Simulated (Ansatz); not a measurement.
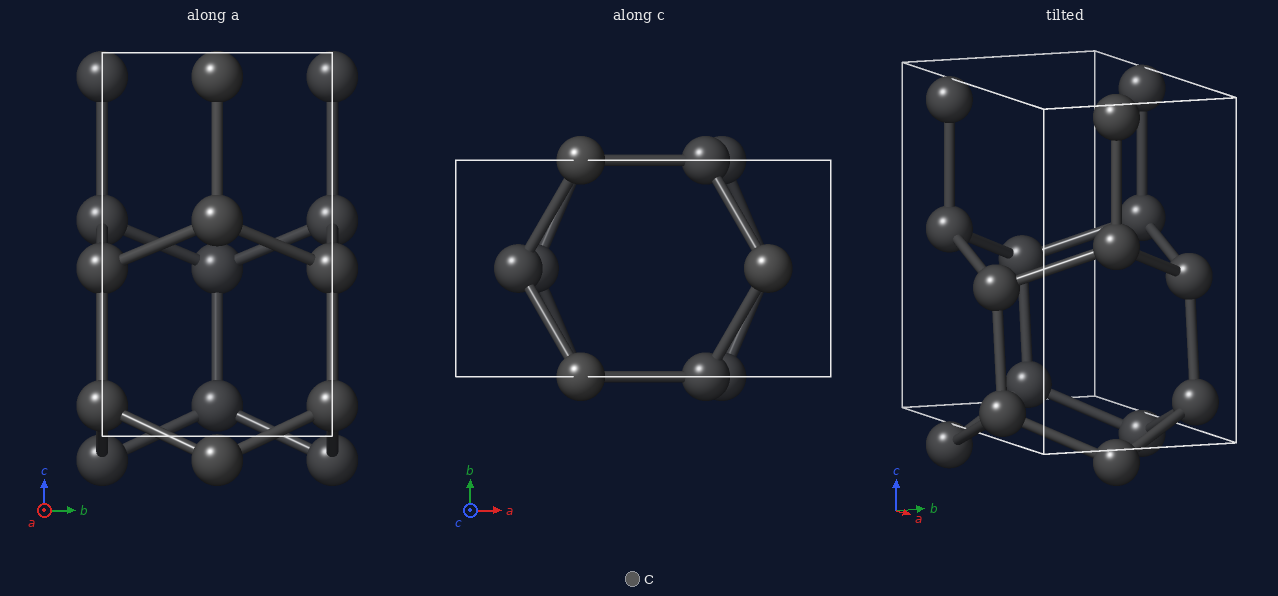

The image is a ball-and-stick drawing of a crystal, viewed along the a axis, along the c axis and slightly off an axis. Lines trace the edges of the conventional unit cell. Cell: a = 4.336 Å, b = 2.503 Å, c = 4.169 Å, α = 90.00°, β = 90.00°, γ = 90.00°.

- The element is carbon.
- It is base-centred monoclinic, space group Cm (No. 8).
- The cell holds eight atoms.
- By contacts within bonding range, the coordination numbers are C 4.

The structure comes from an entry, possibly a prediction, of the Crystallography Open Database. The cell was then strained or its atoms displaced on purpose. A calculation with Ansatz used it as input.

At this level of theory the run's own cell isn't at rest (compressed, at 5 GPa and forces up to 4.2 eV/Å), so its distances can differ from those at equilibrium, the more so the softer the solid.
